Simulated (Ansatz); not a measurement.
Single-point calculation of CrCuO₂ (part 2 of 3)

The same run, continued: CrCuO₂ (4 atoms in the cell); DFT PBE, scalar-relativistic, plane waves, PAW, spin-polarised (Ansatz 0.2.0); cutoff 420 eV, 7×7×7 k-mesh, Gaussian smearing of 0.05 eV, collinear spins. The structure derives from an entry of the Crystallography Open Database. It belongs to a series of runs on one base structure; here: random orbitals: harmonics, high filling.

Geometry of the input (Å; fractional positions):
```
1.4867  0.8583  5.7000
-1.4867  0.8583  5.7000
0.0000  -1.7167  5.7000
Cr 0.5000  0.5000  0.5000
Cu 0.0000  0.0000  0.0000
O  0.1079  0.1079  0.1079
O  0.8921  0.8921  0.8921
```

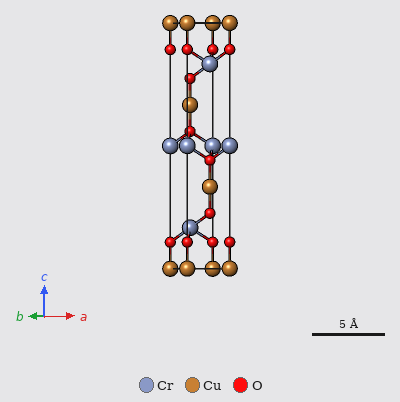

*The input geometry (ball-and-stick view of the cell 3 times as large as that of the calculation, set on its symmetry axes, seen at an oblique angle).*

### Log, continued
```
SCF iter   1: F=—  HF=-11126.039425 eV  |F-HF|=—  |Δ(HF+E_count)|=         —  Δρ=9.18e-2 (↑9.18e-2 ↓6.61e-2)  dr2=6.70e0  dr2_m=7.12e-1  M=3.000 μB ∫|m|=4.974 μB  β_m=0.30  ethr=3.10e-3  ⟨swp⟩=4.8  Hψ=20298  notcnv=0  defer=15
preconditioner: auto → none  [insulator: Δε(μ)=0.601 eV  Ē_g=17.337 eV  σ=0.050 eV  W_gap=1.00  n_scr=16 (ndim 8)  ℏωp=30.3 eV  f_vac=0.000  D(μ)=0.00/eV (n_scr^D=0)  ε∞_Penn≈4.0]
SCF iter   2: F=—  HF=-11125.235054 eV  |F-HF|=—  |Δ(HF+E_count)|=   8.04e-1  Δρ=5.66e-2 (↑5.66e-2 ↓3.13e-2)  dr2=1.03e0  dr2_m=4.34e-1  M=2.909 μB ∫|m|=4.929 μB  β_m=0.30  ethr=3.10e-3  ⟨swp⟩=3.1  Hψ=12445  notcnv=0  defer=467
SCF iter   3: F=—  HF=-11125.359901 eV  |F-HF|=—  |Δ(HF+E_count)|=   1.25e-1  Δρ=4.03e-2 (↑4.03e-2 ↓2.37e-2)  dr2=3.78e-1  dr2_m=2.02e-1  M=2.957 μB ∫|m|=4.976 μB  β_m=0.30  ethr=2.30e-3  ⟨swp⟩=2.1  Hψ=8675  notcnv=0  defer=483
SCF iter   4: F=—  HF=-11125.487422 eV  |F-HF|=—  |Δ(HF+E_count)|=   1.28e-1  Δρ=2.09e-2 (↑2.09e-2 ↓1.48e-2)  dr2=8.39e-2  dr2_m=1.18e-1  M=2.912 μB ∫|m|=4.971 μB  β_m=0.30  ethr=8.39e-4  ⟨swp⟩=2.4  Hψ=10995  notcnv=0  defer=474
SCF iter   5: F=—  HF=-11125.547514 eV  |F-HF|=—  |Δ(HF+E_count)|=   6.01e-2  Δρ=1.29e-2 (↑1.29e-2 ↓1.13e-2)  dr2=2.00e-3  dr2_m=5.78e-2  M=2.919 μB ∫|m|=4.992 μB  β_m=0.30  ethr=1.86e-4  ⟨swp⟩=2.9  Hψ=9664  notcnv=0  defer=474
SCF iter   6: F=—  HF=-11125.587476 eV  |F-HF|=—  |Δ(HF+E_count)|=   4.00e-2  Δρ=8.70e-3 (↑8.49e-3 ↓8.70e-3)  dr2=2.45e-4  dr2_m=2.94e-2  M=2.920 μB ∫|m|=5.001 μB  β_m=0.30  ethr=4.45e-6  ⟨swp⟩=2.2  Hψ=10340  notcnv=0  defer=474
SCF iter   7: F=—  HF=-11125.607522 eV  |F-HF|=—  |Δ(HF+E_count)|=   2.00e-2  Δρ=6.32e-3 (↑6.32e-3 ↓6.18e-3)  dr2=7.75e-5  dr2_m=1.56e-2  M=2.919 μB ∫|m|=5.007 μB  β_m=0.30  ethr=5.44e-7  ⟨swp⟩=2.5  Hψ=11307  notcnv=0  defer=474
Mixer restart at iter 7: flushing history
spin-set hold released at iteration 7 (site moments contracting): the magnetisation degrees of freedom join the quasi-Newton model from the next iteration; the mixer history was flushed
SCF iter   8: F=—  HF=-11125.617893 eV  |F-HF|=—  |Δ(HF+E_count)|=   1.04e-2  Δρ=4.62e-3 (↑4.62e-3 ↓4.46e-3)  dr2=4.07e-5  dr2_m=8.22e-3  M=2.919 μB ∫|m|=5.011 μB  β_m=0.65  ethr=1.72e-7  ⟨swp⟩=2.5  Hψ=10726  notcnv=0  defer=474
SCF iter   9: F=—  HF=-11125.628961 eV  |F-HF|=—  |Δ(HF+E_count)|=   1.11e-2  Δρ=3.66e-4 (↑3.18e-4 ↓3.66e-4)  dr2=2.80e-4  dr2_m=9.71e-6  M=2.919 μB ∫|m|=5.025 μB  β_m=0.57  ethr=9.05e-8  ⟨swp⟩=3.4  Hψ=14676  notcnv=0  defer=473
SCF iter  10: F=—  HF=-11125.628943 eV  |F-HF|=—  |Δ(HF+E_count)|=   1.86e-5  Δρ=3.81e-4 (↑3.81e-4 ↓1.63e-4)  dr2=1.53e-4  dr2_m=1.57e-5  M=2.917 μB ∫|m|=5.025 μB  β_m=0.47  ethr=9.05e-8  ⟨swp⟩=2.7  Hψ=10240  notcnv=0  defer=473
SCF iter  11: F=—  HF=-11125.628923 eV  |F-HF|=—  |Δ(HF+E_count)|=   1.94e-5  Δρ=1.90e-4 (↑1.90e-4 ↓7.44e-5)  dr2=2.47e-5  dr2_m=5.23e-6  M=2.917 μB ∫|m|=5.026 μB  β_m=0.74  ethr=9.05e-8  ⟨swp⟩=2.3  Hψ=8096  notcnv=0  defer=473
SCF iter  12: F=—  HF=-11125.628924 eV  |F-HF|=—  |Δ(HF+E_count)|=   3.59e-7  Δρ=6.48e-5 (↑5.78e-5 ↓6.48e-5)  dr2=3.68e-6  dr2_m=4.74e-7  M=2.918 μB ∫|m|=5.027 μB  β_m=0.56  ethr=5.48e-8  ⟨swp⟩=1.9  Hψ=7099  notcnv=0  defer=473
SCF iter  13: F=—  HF=-11125.628923 eV  |F-HF|=—  |Δ(HF+E_count)|=   1.12e-6  Δρ=1.23e-5 (↑1.23e-5 ↓1.03e-5)  dr2=4.40e-8  dr2_m=4.39e-8  M=2.918 μB ∫|m|=5.027 μB  β_m=0.56  ethr=8.18e-9  ⟨swp⟩=2.2  Hψ=9329  notcnv=0  defer=473
Mixer restart at iter 13: flushing history
SCF iter  14: F=—  HF=-11140.375324 eV  |F-HF|=—  |Δ(HF+E_count)|=         —  Δρ=2.01e-1 (↑2.01e-1 ↓3.66e-2)  dr2=2.06e1  dr2_m=4.57e0  M=2.294 μB ∫|m|=2.804 μB  β_m=0.56  ethr=9.78e-11  ⟨swp⟩=7.7  Hψ=34416  notcnv=0  defer=323
SCF iter  15: F=—  HF=-11223.143815 eV  |F-HF|=—  |Δ(HF+E_count)|=    8.28e1  Δρ=8.62e-1 (↑7.02e-1 ↓8.62e-1)  dr2=1.35e3  dr2_m=8.33e0  M=-0.215 μB ∫|m|=0.585 μB  β_m=0.01  ethr=9.78e-11  ⟨swp⟩=10.8  Hψ=47736  notcnv=0  defer=343  recentre
SCF iter  16: F=—  HF=-11140.385076 eV  |F-HF|=—  |Δ(HF+E_count)|=    8.28e1  Δρ=2.01e-1 (↑2.01e-1 ↓3.60e-2)  dr2=2.07e1  dr2_m=4.52e0  M=2.282 μB ∫|m|=2.794 μB  β_m=0.00  ethr=9.78e-11  ⟨swp⟩=8.2  Hψ=38801  notcnv=0  defer=393
SCF iter  17: F=—  HF=-11140.173166 eV  |F-HF|=—  |Δ(HF+E_count)|=   2.12e-1  Δρ=1.93e-1 (↑1.93e-1 ↓3.69e-2)  dr2=1.79e1  dr2_m=4.25e0  M=2.420 μB ∫|m|=2.886 μB  β_m=0.00  ethr=9.78e-11  ⟨swp⟩=5.0  Hψ=23566  notcnv=0  defer=338
SCF iter  18: F=—  HF=-11139.690049 eV  |F-HF|=—  |Δ(HF+E_count)|=   4.83e-1  Δρ=1.73e-1 (↑1.73e-1 ↓3.95e-2)  dr2=1.19e1  dr2_m=3.65e0  M=2.788 μB ∫|m|=3.160 μB  β_m=0.00  ethr=9.78e-11  ⟨swp⟩=5.2  Hψ=24303  notcnv=0  defer=334
SCF iter  19: F=—  HF=-11139.119485 eV  |F-HF|=—  |Δ(HF+E_count)|=   5.71e-1  Δρ=1.54e-1 (↑1.54e-1 ↓4.42e-2)  dr2=7.30e0  dr2_m=3.23e0  M=2.993 μB ∫|m|=3.340 μB  β_m=0.02  ethr=9.78e-11  ⟨swp⟩=5.7  Hψ=26633  notcnv=0  defer=339
SCF iter  20: F=—  HF=-11138.458140 eV  |F-HF|=—  |Δ(HF+E_count)|=   6.61e-1  Δρ=1.25e-1 (↑1.25e-1 ↓4.96e-2)  dr2=3.26e0  dr2_m=2.49e0  M=3.000 μB ∫|m|=3.392 μB  β_m=0.01  ethr=9.78e-11  ⟨swp⟩=6.2  Hψ=29326  notcnv=0  defer=346
SCF iter  21: F=—  HF=-11138.035728 eV  |F-HF|=—  |Δ(HF+E_count)|=   4.22e-1  Δρ=9.37e-2 (↑9.37e-2 ↓5.97e-2)  dr2=6.28e-1  dr2_m=2.03e0  M=3.000 μB ∫|m|=3.429 μB  β_m=0.01  ethr=9.78e-11  ⟨swp⟩=6.8  Hψ=32290  notcnv=0  defer=366
SCF iter  22: F=—  HF=-11141.194259 eV  |F-HF|=—  |Δ(HF+E_count)|=    3.16e0  Δρ=2.66e-1 (↑2.66e-1 ↓2.08e-1)  dr2=1.21e2  dr2_m=8.53e-1  M=1.935 μB ∫|m|=4.272 μB  β_m=0.01  ethr=9.78e-11  ⟨swp⟩=7.4  Hψ=34214  notcnv=0  defer=389  recentre
SCF iter  23: F=—  HF=-11138.520435 eV  |F-HF|=—  |Δ(HF+E_count)|=    2.67e0  Δρ=7.19e-2 (↑6.11e-2 ↓7.19e-2)  dr2=3.45e0  dr2_m=1.02e0  M=2.995 μB ∫|m|=3.498 μB  β_m=0.04  ethr=9.78e-11  ⟨swp⟩=7.0  Hψ=33174  notcnv=0  defer=365
SCF iter  24: F=—  HF=-11142.174580 eV  |F-HF|=—  |Δ(HF+E_count)|=    3.65e0  Δρ=2.86e-1 (↑2.86e-1 ↓2.29e-1)  dr2=1.63e2  dr2_m=1.74e0  M=0.749 μB ∫|m|=2.964 μB  β_m=0.02  ethr=9.78e-11  ⟨swp⟩=7.0  Hψ=33066  notcnv=0  defer=406  recentre
SCF iter  25: F=—  HF=-11139.250662 eV  |F-HF|=—  |Δ(HF+E_count)|=    2.92e0  Δρ=7.49e-2 (↑7.49e-2 ↓4.44e-2)  dr2=1.04e1  dr2_m=2.47e-1  M=2.497 μB ∫|m|=2.928 μB  β_m=0.04  ethr=9.78e-11  ⟨swp⟩=6.5  Hψ=32010  notcnv=0  defer=396
SCF iter  26: F=—  HF=-11138.757451 eV  |F-HF|=—  |Δ(HF+E_count)|=   4.93e-1  Δρ=8.05e-2 (↑8.05e-2 ↓3.19e-2)  dr2=2.76e0  dr2_m=5.27e-1  M=3.000 μB ∫|m|=3.138 μB  β_m=0.52  ethr=9.78e-11  ⟨swp⟩=7.0  Hψ=32809  notcnv=0  defer=368
SCF iter  27: F=—  HF=-11140.278280 eV  |F-HF|=—  |Δ(HF+E_count)|=    1.52e0  Δρ=1.36e-1 (↑1.36e-1 ↓3.15e-2)  dr2=2.03e1  dr2_m=1.28e0  M=2.133 μB ∫|m|=2.471 μB  β_m=0.42  ethr=9.78e-11  ⟨swp⟩=6.9  Hψ=31265  notcnv=0  defer=346  recentre
SCF iter  28: F=—  HF=-11139.019327 eV  |F-HF|=—  |Δ(HF+E_count)|=    1.26e0  Δρ=7.81e-2 (↑7.81e-2 ↓3.19e-2)  dr2=3.67e0  dr2_m=4.18e-1  M=2.999 μB ∫|m|=3.088 μB  β_m=0.40  ethr=9.78e-11  ⟨swp⟩=6.3  Hψ=30375  notcnv=0  defer=367
SCF iter  29: F=—  HF=-11139.775683 eV  |F-HF|=—  |Δ(HF+E_count)|=   7.56e-1  Δρ=1.01e-1 (↑1.01e-1 ↓3.36e-2)  dr2=1.08e1  dr2_m=4.75e-1  M=2.639 μB ∫|m|=2.751 μB  β_m=0.45  ethr=9.78e-11  ⟨swp⟩=6.0  Hψ=27336  notcnv=0  defer=356  recentre
SCF iter  30: F=—  HF=-11139.205500 eV  |F-HF|=—  |Δ(HF+E_count)|=   5.70e-1  Δρ=7.06e-2 (↑7.06e-2 ↓3.64e-2)  dr2=5.16e0  dr2_m=2.86e-1  M=2.948 μB ∫|m|=2.991 μB  β_m=0.72  ethr=9.78e-11  ⟨swp⟩=6.1  Hψ=26981  notcnv=0  defer=344
SCF iter  31: F=—  HF=-11139.109825 eV  |F-HF|=—  |Δ(HF+E_count)|=   9.57e-2  Δρ=5.82e-2 (↑5.82e-2 ↓4.09e-2)  dr2=3.93e0  dr2_m=2.13e-1  M=2.994 μB ∫|m|=3.021 μB  β_m=0.66  ethr=9.78e-11  ⟨swp⟩=5.7  Hψ=26327  notcnv=0  defer=362
SCF iter  32: F=—  HF=-11138.499409 eV  |F-HF|=—  |Δ(HF+E_count)|=   6.10e-1  Δρ=2.91e-2 (↑2.80e-2 ↓2.91e-2)  dr2=4.33e-1  dr2_m=2.07e-1  M=3.000 μB ∫|m|=3.043 μB  β_m=0.83  ethr=9.78e-11  ⟨swp⟩=6.7  Hψ=30962  notcnv=0  defer=354
SCF iter  33: F=—  HF=-11138.505401 eV  |F-HF|=—  |Δ(HF+E_count)|=   5.99e-3  Δρ=2.44e-2 (↑2.44e-2 ↓1.42e-2)  dr2=1.45e-1  dr2_m=1.07e-1  M=3.000 μB ∫|m|=3.039 μB  β_m=0.92  ethr=9.78e-11  ⟨swp⟩=5.7  Hψ=26875  notcnv=0  defer=377
SCF iter  34: F=—  HF=-11138.542885 eV  |F-HF|=—  |Δ(HF+E_count)|=   3.75e-2  Δρ=1.49e-2 (↑1.49e-2 ↓1.15e-2)  dr2=2.78e-1  dr2_m=1.98e-2  M=3.000 μB ∫|m|=3.036 μB  β_m=0.83  ethr=9.78e-11  ⟨swp⟩=6.6  Hψ=28611  notcnv=0  defer=375
SCF iter  35: F=—  HF=-11138.508731 eV  |F-HF|=—  |Δ(HF+E_count)|=   3.42e-2  Δρ=7.88e-3 (↑7.88e-3 ↓3.43e-3)  dr2=3.56e-2  dr2_m=7.95e-3  M=3.000 μB ∫|m|=3.041 μB  β_m=0.74  ethr=9.78e-11  ⟨swp⟩=5.9  Hψ=26807  notcnv=0  defer=367
SCF iter  36: F=—  HF=-11138.503502 eV  |F-HF|=—  |Δ(HF+E_count)|=   5.23e-3  Δρ=3.56e-3 (↑3.56e-3 ↓1.25e-3)  dr2=6.70e-3  dr2_m=2.06e-3  M=3.000 μB ∫|m|=3.043 μB  β_m=0.87  ethr=9.78e-11  ⟨swp⟩=5.6  Hψ=22449  notcnv=0  defer=367
SCF iter  37: F=—  HF=-11138.502798 eV  |F-HF|=—  |Δ(HF+E_count)|=   7.05e-4  Δρ=5.80e-4 (↑5.80e-4 ↓2.83e-4)  dr2=1.28e-4  dr2_m=5.93e-5  M=3.000 μB ∫|m|=3.048 μB  β_m=0.83  ethr=9.78e-11  ⟨swp⟩=5.0  Hψ=21173  notcnv=0  defer=367
SCF iter  38: F=—  HF=-11138.502790 eV  |F-HF|=—  |Δ(HF+E_count)|=   7.23e-6  Δρ=8.83e-5 (↑8.83e-5 ↓5.24e-5)  dr2=6.65e-6  dr2_m=9.47e-7  M=3.000 μB ∫|m|=3.048 μB  β_m=0.79  ethr=9.78e-11  ⟨swp⟩=3.5  Hψ=14216  notcnv=0  defer=367
SCF iter  39: F=—  HF=-11138.502789 eV  |F-HF|=—  |Δ(HF+E_count)|=   1.15e-6  Δρ=3.59e-5 (↑1.93e-5 ↓3.59e-5)  dr2=1.01e-6  dr2_m=8.47e-8  M=3.000 μB ∫|m|=3.048 μB  β_m=0.75  ethr=9.78e-11  ⟨swp⟩=3.0  Hψ=12721  notcnv=0  defer=367
iter 40 met the thresholds in force, and the SCF goes on: an eigenvalue changes by 1.19 meV, over its tolerance of 0.50 meV (output.eigenvalues, Limitations)
SCF iter  40: F=-11138.502789 eV  HF=-11138.502789 eV  |F-HF|=5.60e-8  |Δ(HF+E_count)|=   1.07e-7  Δρ=1.38e-5 (↑1.38e-5 ↓2.88e-6)  dr2=6.84e-8  dr2_m=2.11e-8  M=3.000 μB ∫|m|=3.048 μB  β_m=0.82  ethr=9.78e-11  ⟨swp⟩=11.1  Hψ=38732  notcnv=0
iter 41 met the thresholds in force, and the SCF goes on: an eigenvalue changes by 0.19 meV, over its tolerance of 0.07 meV (output.eigenvalues, Limitations)
SCF iter  41: F=-11138.502789 eV  HF=-11138.502789 eV  |F-HF|=5.12e-9  |Δ(HF+E_count)|=   6.50e-9  Δρ=3.28e-6 (↑3.28e-6 ↓2.51e-6)  dr2=5.88e-9  dr2_m=1.74e-9  M=3.000 μB ∫|m|=3.048 μB  β_m=1.00  ethr=9.78e-11  ⟨swp⟩=5.0  Hψ=31328  notcnv=0
Mixer restart at iter 41: flushing history
SCF iter  42: F=-11138.502789 eV  HF=-11138.502789 eV  |F-HF|=8.39e-8  |Δ(HF+E_count)|=   1.70e-8  Δρ=8.25e-6 (↑8.25e-6 ↓6.64e-6)  dr2=8.11e-8  dr2_m=1.27e-9  M=3.000 μB ∫|m|=3.048 μB  ethr=1.31e-11  ⟨swp⟩=5.0  Hψ=31224  notcnv=0
WARN: hamiltonian.hubbard: on 2 of 4 specified blocks the occupation matrix of this SCF's result fails the test of the specified filling. At site 0 ↑ (sites count from 0 in the list of atoms of the cell that this SCF solves) the least filled combination of the orbitals specified full has occupation 0.346, and the fullest combination of the orbitals specified empty has occupation 0.577; the filling counts as kept where the first is at least 0.75 and exceeds the second by more than 0.25. The same holds at site 1 ↑. The state of this SCF's result may not hold the specified filling, though these bounds can also misjudge a state that does. This warning does not say which state is lower in energy, or whether the specified filling is a self-consistent state at all; see hamiltonian.hubbard.sites[].starting_ns, Limitations, and scf.initial_density.shell_occupations in the input reference
SCF 1 converged in 42 iterations: F = -11138.502789 eV  dr2 = 8.11e-8
  greatest PAW one-centre occupation: 1.000 electrons in one spin orbital (limit 2), on the Cu atom at site 1 (counted from 0), in its partial waves of l = 0
SCF converged after 42 iterations
an eigenvalue changed by more than its tolerance at an iteration that met the thresholds in force, so the SCF went on 2 times, its first undamped step at iteration 41: the last check found none over its tolerance
Magnetization: 3.0000 μB (24.0000 up, 21.0000 down)
Absolute magnetization: 3.0527 μB (∫|ρ↑−ρ↓|, with the PAW one-centre terms)
Spin contamination: 0.0203 ħ² per cell (⟨S²⟩ above its minimum at these occupations)
Per-site moments (μB) at R_I (Å): [(2.3994549200018636, 0.8204702169048109), (0.010191015215589386, 0.7612409550824089), (0.007519291937319989, 0.76124095508241), (0.007519291937320046, 0.7612409550824089)]
Free energy (F): -11138.502789 eV
Harris-Foulkes:  -11138.502789 eV  (|F-HF|=8.39e-8)
Internal energy: -11138.502789 eV  (E = F + TS)
E sigma→0 (E₀):  -11138.502789 eV
Fermi energy:    12.434696 eV
--- Per-component energies (eV) ---
  E_band       = -669.288178
  E_kinetic    = 990.596455
  E_local      = -6901.279278  (includes V_loc(G=0)·N_el)
  E_nonlocal   = 571.885785
  E_hartree    = 2958.220034
  E_xc         = -374.070197
  E_vxc        = -478.382178  (∫ρ·V_xc dr)
  E_paw        = -3178.452423  (= ΣΔE_a)
  E_vpaw       = -768.536516  (= ΣTr[D̂ρ^β])
  E_aug_tail   = 0.005541  (compensation charges beyond the density's cutoff)
  E_ewald      = -5205.408706
  E_smearing   = -0.000000  (= −TS)
  E_closure    = 0.000000  (closes the sum)
  Σ components = -11138.502789   (vs F -11138.502789, Δ=0.00e0)
--- Specified on-site occupations, and those of the state reported ---
  electrons in the specified blocks: 12.7500 specified, 14.0838 found
  site 1 (l=d) ↑: largest change of an orbital's occupation 0.9690; electrons 3.9000 specified, 4.8239 found; spectral distance 0.8376
  site 0 (l=d) ↑: largest change of an orbital's occupation 0.6616; electrons 3.9000 specified, 3.6277 found; spectral distance 0.7043
  site 0 (l=d) ↓: largest change of an orbital's occupation 0.2318; electrons 0.1000 specified, 0.8110 found; spectral distance 0.3579
  site 1 (l=d) ↓: largest change of an orbital's occupation 0.1199; electrons 4.8500 specified, 4.8212 found; spectral distance 0.1283
--- Forces (eV/Å), atoms counted from 1 ---
  atom   1  Cr     0.00000000     0.00000000     0.00000000
  atom   2  Cu     0.00000000     0.00000000     0.00000000
  atom   3  O      0.00000000     0.00000467     0.02569467
  atom   4  O      0.00000000    -0.00000467    -0.02569467
  max |Σ_I F_I| component: 3.47e-18 eV/Å
```
